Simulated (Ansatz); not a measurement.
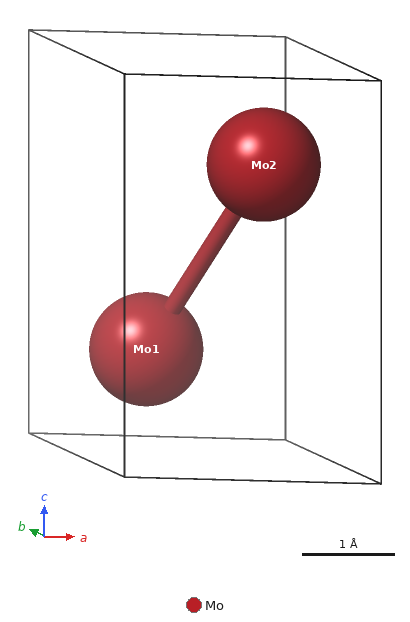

*The structure as given in the input (ball-and-stick view of the cell of the calculation, seen slightly off an axis; atoms are numbered from 1 in the order of the input).*

Near neighbours in the crystal (not all of them lie inside the picture): Mo has 12 Mo at 2.76 to 2.82 Å.

**Geometry relaxation of Mo (part 1 of 2)**

- system: Mo (P6₃/mmc, 2 atoms in the cell)
- method: DFT PBE, scalar-relativistic, plane waves, PAW, no spin polarisation (Ansatz 0.2.0)

The structure was made by swapping elements on the sites of another compound; it need not be a known phase. It belongs to a series of runs on one base structure; here: Ru -> Mo on all its sites, cell and atoms relaxed. Figures and captions count atoms from 1; the log counts them from 0 in places.

Log
```
Engine: ansatz 0.2.0, x86_64-unknown-linux-gnu
Pseudopotentials: kind: paw
Pseudopotential: Mo, paw, valence charge 14, recommended cutoff 420 eV (normal), Mo.paw.azcp
Functional definition: PBE
  parameter kappa = 0.804
  parameter beta = 0.06672455060314922
  exchange = pbe_x(kappa = kappa, mu = beta*pi^2/3)
  correlation = pbe_c(beta = beta)
Crystal: 2 atoms, lattice volume = 30.723 Å³
Basis set: ecut = 420 eV, 603 PW (Γ), exchange–correlation on 40×40×60 points (8 copies of the dense FFT grid, shifted against one another)
Bands: 18, of which v1, the nominal top of the filled ones, is band 14 counted from 1 (13 counted from 0)
Symmetry: 24 space group operations
Space group: P63/mmc (ITA 194), of the structure as read, at distance tolerance 3.1e-5 Å
k-points: 57 of 576
Non-local potential: Mo, projectors of the file, l = 0: 3, l = 1: 2, l = 2: 2, l = 3: 1
PAW form: soft (Blöchl's): semilocal exchange-correlation on the pseudo side does not see the compensation charge
PAW one-centre angular grid: Mo, 590 points (default); XC on 64 Gauss nodes
Initial density: superposition of atomic densities (neutral atoms: chi_scale 0, normalization atom), corrected by the library's trained network
Initial wavefunctions: pseudopotential atomic-orbital guess
Functional: x = pbe(κ = 0.804, μ = 0.2195149727645171), c = pbe(β = 0.06672455060314922)
SCF iter   1: F=—  HF=-9911.068089 eV  |F-HF|=—  |Δ(HF+E_count)|=         —  Δρ=9.56e-3  dr2=2.24e-2  ethr=1.77e-3  ⟨swp⟩=5.2  Hψ=4566  notcnv=0
preconditioner: auto → none  [metal: Δε(μ)=0.035 eV  Ē_g=4.545 eV  σ=0.100 eV  W_gap=0.19  n_scr=8 (ndim 8)  ℏωp=23.2 eV  f_vac=0.000  D(μ)=2.64/eV (n_scr^D=34)  sad-step TF]
SCF iter   2: F=—  HF=-9911.063963 eV  |F-HF|=—  |Δ(HF+E_count)|=   4.13e-3  Δρ=5.73e-3  dr2=8.15e-3  ethr=7.99e-5  ⟨swp⟩=1.0  Hψ=1483  notcnv=0
SCF iter   3: F=—  HF=-9911.061923 eV  |F-HF|=—  |Δ(HF+E_count)|=   2.04e-3  Δρ=3.89e-4  dr2=2.27e-5  ethr=2.91e-5  ⟨swp⟩=2.0  Hψ=1362  notcnv=0
SCF iter   4: F=—  HF=-9911.061891 eV  |F-HF|=—  |Δ(HF+E_count)|=   3.22e-5  Δρ=8.21e-5  dr2=1.19e-6  ethr=8.12e-8  ⟨swp⟩=2.1  Hψ=1463  notcnv=0
iter 5 did not close the SCF: its close was put off for the readings that it lacked (scf_convergence_deferred on its scf_iter line)
SCF iter   5: F=-9911.061891 eV  HF=-9911.061891 eV  |F-HF|=1.64e-10  |Δ(HF+E_count)|=   4.69e-7  Δρ=1.58e-5  dr2=4.22e-8  ethr=4.25e-9  ⟨swp⟩=2.0  Hψ=1836  notcnv=0
SCF iter   6: F=-9911.061891 eV  HF=-9911.061891 eV  |F-HF|=8.82e-10  |Δ(HF+E_count)|=   9.75e-9  Δρ=3.92e-6  dr2=2.90e-9  ethr=1.51e-10  ⟨swp⟩=1.9  Hψ=3344  notcnv=0
the search or the solves at the SCF's close seem to have found levels that the self-consistency loop had missed (the run counts 1). By its estimate they hold under 1e-12 electrons; where the run keeps them, the occupations were computed again with them
SCF 1 converged in 6 iterations: F = -9911.061891 eV  dr2 = 2.90e-9
  greatest PAW one-centre occupation: 0.998 electrons in one spin orbital (limit 2), on the Mo atom at site 1 (counted from 0), in its partial waves of l = 0
relax step   1: F+E_penalty+E_count = -9911.06189077 eV  Δ(F+E_penalty+E_count) = +0.000e0 eV  max|allowed force component| = 6.476e-17 eV/Å  Δτ_max = 0.0000 Å  P = +10.145 GPa  Ω = 30.723 Å³  (6 SCF iters, dr2 threshold 1.00e-7 eV, accepted)
Crystal: 2 atoms, lattice volume = 34.295 Å³
Basis set: ecut = 420 eV, 687 PW (Γ), exchange–correlation on 40×40×60 points (8 copies of the dense FFT grid, shifted against one another)
Initial density: handed on by an earlier stage of this run
Initial wavefunctions: those handed on with the density
iter 1 solved again at ethr=1.32e-5 eV; its pass at ethr=3.10e-3 eV (dr2=3.69e-3 eV) is discarded
SCF iter   1: F=—  HF=-9910.986287 eV  |F-HF|=—  |Δ(HF+E_count)|=         —  Δρ=4.89e-3  dr2=3.39e-3  ethr=1.32e-5  ⟨swp⟩=2.1  Hψ=6415  notcnv=0
preconditioner: auto → none  [metal: Δε(μ)=0.031 eV  Ē_g=4.011 eV  σ=0.100 eV  W_gap=0.17  n_scr=8 (ndim 8)  ℏωp=22.0 eV  f_vac=0.000  D(μ)=3.74/eV (n_scr^D=42)]
SCF iter   2: F=—  HF=-9910.987673 eV  |F-HF|=—  |Δ(HF+E_count)|=   1.39e-3  Δρ=2.46e-3  dr2=7.58e-4  ethr=1.21e-5  ⟨swp⟩=1.0  Hψ=1026  notcnv=0
SCF iter   3: F=—  HF=-9910.988212 eV  |F-HF|=—  |Δ(HF+E_count)|=   5.39e-4  Δρ=2.79e-4  dr2=2.33e-5  ethr=2.71e-6  ⟨swp⟩=1.0  Hψ=1026  notcnv=0
SCF iter   4: F=—  HF=-9910.988196 eV  |F-HF|=—  |Δ(HF+E_count)|=   1.55e-5  Δρ=4.03e-5  dr2=1.06e-7  ethr=8.32e-8  ⟨swp⟩=2.0  Hψ=1777  notcnv=0
iter 5 did not close the SCF: its close was put off for the readings that it lacked (scf_convergence_deferred on its scf_iter line)
SCF iter   5: F=-9910.988196 eV  HF=-9910.988196 eV  |F-HF|=5.56e-9  |Δ(HF+E_count)|=   8.65e-8  Δρ=1.04e-5  dr2=7.37e-9  ethr=3.77e-10  ⟨swp⟩=2.8  Hψ=1884  notcnv=0
SCF iter   6: F=-9910.988196 eV  HF=-9910.988196 eV  |F-HF|=1.02e-10  |Δ(HF+E_count)|=   6.39e-9  Δρ=1.03e-6  dr2=2.21e-10  ethr=2.63e-11  ⟨swp⟩=1.2  Hψ=3093  notcnv=0
the search or the solves at the SCF's close seem to have found levels that the self-consistency loop had missed (the run counts 1). By its estimate they hold under 1e-12 electrons; where the run keeps them, the occupations were computed again with them
SCF 2 converged in 6 iterations: F = -9910.988196 eV  dr2 = 2.21e-10
relax step   2: F+E_penalty+E_count = -9910.98819641 eV  Δ(F+E_penalty+E_count) = +7.369e-2 eV  max|allowed force component| = 6.939e-17 eV/Å  Δτ_max = 0.0000 Å  P = -14.458 GPa  Ω = 34.295 Å³  energy of the carried Pulay correction = -9.258e-4 eV  (6 SCF iters, dr2 threshold 2.00e-7 eV, rejected (line search))
Crystal: 2 atoms, lattice volume = 32.110 Å³
Basis set: ecut = 420 eV, 615 PW (Γ), exchange–correlation on 40×40×60 points (8 copies of the dense FFT grid, shifted against one another)
iter 1 solved again at ethr=4.65e-6 eV; its pass at ethr=3.10e-3 eV (dr2=1.30e-3 eV) is discarded
SCF iter   1: F=—  HF=-9911.100597 eV  |F-HF|=—  |Δ(HF+E_count)|=         —  Δρ=3.01e-3  dr2=1.26e-3  ethr=4.65e-6  ⟨swp⟩=1.9  Hψ=6582  notcnv=0
preconditioner: auto → none  [metal: Δε(μ)=0.027 eV  Ē_g=4.342 eV  σ=0.100 eV  W_gap=0.15  n_scr=8 (ndim 8)  ℏωp=22.7 eV  f_vac=0.000  D(μ)=3.22/eV (n_scr^D=36)]
SCF iter   2: F=—  HF=-9911.100976 eV  |F-HF|=—  |Δ(HF+E_count)|=   3.79e-4  Δρ=1.53e-3  dr2=2.68e-4  ethr=4.51e-6  ⟨swp⟩=1.0  Hψ=1026  notcnv=0
SCF iter   3: F=—  HF=-9911.101141 eV  |F-HF|=—  |Δ(HF+E_count)|=   1.65e-4  Δρ=2.22e-4  dr2=1.60e-5  ethr=9.58e-7  ⟨swp⟩=1.4  Hψ=1282  notcnv=0
SCF iter   4: F=—  HF=-9911.101110 eV  |F-HF|=—  |Δ(HF+E_count)|=   3.08e-5  Δρ=3.14e-5  dr2=1.02e-7  ethr=5.72e-8  ⟨swp⟩=2.1  Hψ=1746  notcnv=0
SCF iter   5: F=—  HF=-9911.101108 eV  |F-HF|=—  |Δ(HF+E_count)|=   1.74e-6  Δρ=5.56e-6  dr2=4.22e-9  ethr=3.66e-10  ⟨swp⟩=2.0  Hψ=1836  notcnv=0
SCF iter   6: F=-9911.101108 eV  HF=-9911.101108 eV  |F-HF|=1.11e-10  |Δ(HF+E_count)|=  5.13e-10  Δρ=9.45e-7  dr2=1.93e-10  ethr=7.14e-12  ⟨swp⟩=4.0  Hψ=3215  notcnv=0
SCF 3 converged in 6 iterations: F = -9911.101108 eV  dr2 = 1.93e-10
relax step   3: F+E_penalty+E_count = -9911.10110832 eV  Δ(F+E_penalty+E_count) = -3.922e-2 eV  max|allowed force component| = 4.857e-17 eV/Å  Δτ_max = 0.0000 Å  P = -1.134 GPa  Ω = 32.110 Å³  energy of the carried Pulay correction = -3.710e-4 eV  (6 SCF iters, accepted)
Crystal: 2 atoms, lattice volume = 31.988 Å³
iter 1 solved again at ethr=2.38e-7 eV; its pass at ethr=3.10e-3 eV (dr2=6.66e-5 eV) is discarded
SCF iter   1: F=—  HF=-9911.102790 eV  |F-HF|=—  |Δ(HF+E_count)|=         —  Δρ=8.21e-4  dr2=1.30e-4  ethr=2.38e-7  ⟨swp⟩=3.3  Hψ=6271  notcnv=0
eigensolver tolerance schedule calibrated: the retry pair's looser diagonalisation under-reported the residual by θ = 0.49 (0.12/decade); ethr = c·dr2/N_el runs at the constant in force after the calibration composes with the one it found (an armed cap, an earlier calibration), c = 7.1e-2
preconditioner: auto → none  [metal: Δε(μ)=0.028 eV  Ē_g=4.363 eV  σ=0.100 eV  W_gap=0.15  n_scr=8 (ndim 8)  ℏωp=22.7 eV  f_vac=0.000  D(μ)=3.41/eV (n_scr^D=36)]
SCF iter   2: F=—  HF=-9911.102729 eV  |F-HF|=—  |Δ(HF+E_count)|=   6.15e-5  Δρ=2.90e-4  dr2=9.64e-6  ethr=2.38e-7  ⟨swp⟩=2.8  Hψ=1843  notcnv=0
SCF iter   3: F=—  HF=-9911.102729 eV  |F-HF|=—  |Δ(HF+E_count)|=   2.03e-7  Δρ=8.03e-5  dr2=6.21e-7  ethr=2.44e-8  ⟨swp⟩=1.3  Hψ=1129  notcnv=0
iter 4 did not close the SCF: its close was put off for the readings that it lacked (scf_convergence_deferred on its scf_iter line)
SCF iter   4: F=-9911.102729 eV  HF=-9911.102729 eV  |F-HF|=7.59e-10  |Δ(HF+E_count)|=   9.71e-8  Δρ=3.47e-6  dr2=1.73e-9  ethr=1.57e-9  ⟨swp⟩=1.1  Hψ=1038  notcnv=0
iter 5 did not close the SCF: its close was put off for the readings that it lacked (scf_convergence_deferred on its scf_iter line)
SCF iter   5: F=-9911.102729 eV  HF=-9911.102729 eV  |F-HF|=1.04e-10  |Δ(HF+E_count)|=  3.87e-10  Δρ=1.17e-6  dr2=2.11e-10  ethr=4.38e-12  ⟨swp⟩=2.0  Hψ=1845  notcnv=0
SCF iter   6: F=-9911.102729 eV  HF=-9911.102729 eV  |F-HF|=3.64e-12  |Δ(HF+E_count)|=  3.09e-11  Δρ=3.04e-7  dr2=1.15e-11  ethr=1.00e-12  ⟨swp⟩=1.0  Hψ=3108  notcnv=0
SCF 4 converged in 6 iterations: F = -9911.102729 eV  dr2 = 1.15e-11
relax step   4: F+E_penalty+E_count = -9911.10272866 eV  Δ(F+E_penalty+E_count) = -1.620e-3 eV  max|allowed force component| = 4.510e-17 eV/Å  Δτ_max = 0.0000 Å  P = -0.231 GPa  Ω = 31.988 Å³  energy of the carried Pulay correction = -3.385e-4 eV  (6 SCF iters, dr2 threshold 2.00e-7 eV, accepted)
Crystal: 2 atoms, lattice volume = 31.762 Å³
iter 1 solved again at ethr=1.87e-5 eV; its pass at ethr=3.10e-3 eV (dr2=5.24e-3 eV) is discarded
SCF iter   1: F=—  HF=-9911.112531 eV  |F-HF|=—  |Δ(HF+E_count)|=         —  Δρ=5.24e-3  dr2=5.07e-3  ethr=1.87e-5  ⟨swp⟩=1.1  Hψ=5733  notcnv=0
preconditioner: auto → none  [metal: Δε(μ)=0.006 eV  Ē_g=4.397 eV  σ=0.100 eV  W_gap=0.03  n_scr=8 (ndim 8)  ℏωp=22.8 eV  f_vac=0.000  D(μ)=4.02/eV (n_scr^D=54)]
SCF iter   2: F=—  HF=-9911.111142 eV  |F-HF|=—  |Δ(HF+E_count)|=   1.39e-3  Δρ=1.90e-3  dr2=3.73e-4  ethr=1.81e-5  ⟨swp⟩=2.4  Hψ=1401  notcnv=0
SCF iter   3: F=—  HF=-9911.111111 eV  |F-HF|=—  |Δ(HF+E_count)|=   3.16e-5  Δρ=5.34e-4  dr2=2.57e-5  ethr=1.33e-6  ⟨swp⟩=1.0  Hψ=1026  notcnv=0
SCF iter   4: F=—  HF=-9911.111100 eV  |F-HF|=—  |Δ(HF+E_count)|=   1.11e-5  Δρ=2.33e-5  dr2=1.03e-7  ethr=9.19e-8  ⟨swp⟩=1.0  Hψ=1026  notcnv=0
iter 5 did not close the SCF: its close was put off for the readings that it lacked (scf_convergence_deferred on its scf_iter line)
SCF iter   5: F=-9911.111100 eV  HF=-9911.111100 eV  |F-HF|=4.62e-9  |Δ(HF+E_count)|=   1.89e-8  Δρ=6.55e-6  dr2=8.90e-9  ethr=3.67e-10  ⟨swp⟩=2.0  Hψ=1826  notcnv=0
SCF iter   6: F=-9911.111100 eV  HF=-9911.111100 eV  |F-HF|=2.36e-11  |Δ(HF+E_count)|=   1.69e-9  Δρ=1.68e-6  dr2=3.11e-10  ethr=3.18e-11  ⟨swp⟩=1.0  Hψ=3142  notcnv=0
SCF 5 converged in 6 iterations: F = -9911.111100 eV  dr2 = 3.11e-10
relax step   5: F+E_penalty+E_count = -9911.11109967 eV  Δ(F+E_penalty+E_count) = -8.371e-3 eV  max|allowed force component| = 3.701e-17 eV/Å  Δτ_max = 0.0000 Å  P = +1.740 GPa  Ω = 31.762 Å³  energy of the carried Pulay correction = -2.758e-4 eV  (6 SCF iters, dr2 threshold 2.00e-7 eV, accepted)
Crystal: 2 atoms, lattice volume = 31.382 Å³
Basis set: ecut = 420 eV, 597 PW (Γ), exchange–correlation on 40×40×60 points (8 copies of the dense FFT grid, shifted against one another)
iter 1 solved again at ethr=7.82e-5 eV; its pass at ethr=3.10e-3 eV (dr2=2.19e-2 eV) is discarded
SCF iter   1: F=—  HF=-9911.162516 eV  |F-HF|=—  |Δ(HF+E_count)|=         —  Δρ=1.21e-2  dr2=2.28e-2  ethr=7.82e-5  ⟨swp⟩=1.0  Hψ=5901  notcnv=0
preconditioner: auto → Kerker (q_TF=auto, 2.677 Å⁻¹)  [metal: Δε(μ)=0.035 eV  Ē_g=4.490 eV  σ=0.100 eV  W_gap=0.19  n_scr=10 (ndim 8)  ℏωp=23.0 eV  f_vac=0.000  D(μ)=2.67/eV (n_scr^D=34)]
SCF iter   2: F=—  HF=-9911.158954 eV  |F-HF|=—  |Δ(HF+E_count)|=   3.56e-3  Δρ=7.02e-3  dr2=8.19e-3  ethr=7.82e-5  ⟨swp⟩=1.0  Hψ=1026  notcnv=0
SCF iter   3: F=—  HF=-9911.157101 eV  |F-HF|=—  |Δ(HF+E_count)|=   1.85e-3  Δρ=7.06e-4  dr2=7.37e-5  ethr=2.93e-5  ⟨swp⟩=2.4  Hψ=1331  notcnv=0
SCF iter   4: F=—  HF=-9911.157141 eV  |F-HF|=—  |Δ(HF+E_count)|=   3.98e-5  Δρ=8.68e-5  dr2=1.17e-6  ethr=2.63e-7  ⟨swp⟩=2.3  Hψ=1823  notcnv=0
iter 5 did not close the SCF: its close was put off for the readings that it lacked (scf_convergence_deferred on its scf_iter line)
SCF iter   5: F=-9911.157141 eV  HF=-9911.157141 eV  |F-HF|=1.26e-8  |Δ(HF+E_count)|=   2.09e-7  Δρ=1.60e-5  dr2=3.10e-8  ethr=4.18e-9  ⟨swp⟩=2.2  Hψ=1368  notcnv=0
SCF iter   6: F=-9911.157141 eV  HF=-9911.157141 eV  |F-HF|=2.27e-10  |Δ(HF+E_count)|=   1.47e-8  Δρ=2.00e-6  dr2=5.54e-10  ethr=1.11e-10  ⟨swp⟩=2.0  Hψ=3138  notcnv=0
SCF 6 converged in 6 iterations: F = -9911.157141 eV  dr2 = 5.54e-10
relax step   6: F+E_penalty+E_count = -9911.15714149 eV  Δ(F+E_penalty+E_count) = -4.604e-2 eV  max|allowed force component| = 1.388e-17 eV/Å  Δτ_max = 0.0000 Å  P = +5.729 GPa  Ω = 31.382 Å³  energy of the carried Pulay correction = -1.672e-4 eV  (6 SCF iters, dr2 threshold 2.00e-7 eV, accepted)
Crystal: 2 atoms, lattice volume = 31.254 Å³
Basis set: ecut = 420 eV, 635 PW (Γ), exchange–correlation on 40×40×60 points (8 copies of the dense FFT grid, shifted against one another)
iter 1 solved again at ethr=3.29e-5 eV; its pass at ethr=3.10e-3 eV (dr2=9.21e-3 eV) is discarded
SCF iter   1: F=—  HF=-9911.171539 eV  |F-HF|=—  |Δ(HF+E_count)|=         —  Δρ=7.51e-3  dr2=9.94e-3  ethr=3.29e-5  ⟨swp⟩=1.9  Hψ=6259  notcnv=0
preconditioner: auto → Kerker (q_TF=auto, 2.679 Å⁻¹)  [metal: Δε(μ)=0.023 eV  Ē_g=4.560 eV  σ=0.100 eV  W_gap=0.13  n_scr=10 (ndim 8)  ℏωp=23.0 eV  f_vac=0.000  D(μ)=2.34/eV (n_scr^D=22)]
SCF iter   2: F=—  HF=-9911.170032 eV  |F-HF|=—  |Δ(HF+E_count)|=   1.51e-3  Δρ=4.37e-3  dr2=3.59e-3  ethr=3.29e-5  ⟨swp⟩=1.0  Hψ=1026  notcnv=0
SCF iter   3: F=—  HF=-9911.169166 eV  |F-HF|=—  |Δ(HF+E_count)|=   8.65e-4  Δρ=4.47e-4  dr2=3.24e-5  ethr=1.28e-5  ⟨swp⟩=2.4  Hψ=1341  notcnv=0
SCF iter   4: F=—  HF=-9911.169272 eV  |F-HF|=—  |Δ(HF+E_count)|=   1.06e-4  Δρ=5.83e-5  dr2=3.45e-7  ethr=1.16e-7  ⟨swp⟩=2.2  Hψ=1762  notcnv=0
iter 5 did not close the SCF: its close was put off for the readings that it lacked (scf_convergence_deferred on its scf_iter line)
SCF iter   5: F=-9911.169272 eV  HF=-9911.169272 eV  |F-HF|=4.27e-9  |Δ(HF+E_count)|=   1.24e-7  Δρ=8.78e-6  dr2=1.10e-8  ethr=1.23e-9  ⟨swp⟩=1.2  Hψ=1109  notcnv=0
SCF iter   6: F=-9911.169272 eV  HF=-9911.169272 eV  |F-HF|=4.73e-11  |Δ(HF+E_count)|=   5.28e-9  Δρ=1.00e-6  dr2=1.70e-10  ethr=3.92e-11  ⟨swp⟩=1.9  Hψ=3078  notcnv=0
SCF 7 converged in 6 iterations: F = -9911.169272 eV  dr2 = 1.70e-10
relax step   7: F+E_penalty+E_count = -9911.16927234 eV  Δ(F+E_penalty+E_count) = -1.213e-2 eV  max|allowed force component| = 4.742e-17 eV/Å  Δτ_max = 0.0000 Å  P = +8.098 GPa  Ω = 31.254 Å³  energy of the carried Pulay correction = -1.253e-4 eV  (6 SCF iters, dr2 threshold 2.00e-7 eV, accepted)
Crystal: 2 atoms, lattice volume = 32.201 Å³
Basis set: ecut = 420 eV, 647 PW (Γ), exchange–correlation on 40×40×60 points (8 copies of the dense FFT grid, shifted against one another)
iter 1 solved again at ethr=4.71e-6 eV; its pass at ethr=3.10e-3 eV (dr2=1.32e-3 eV) is discarded
```
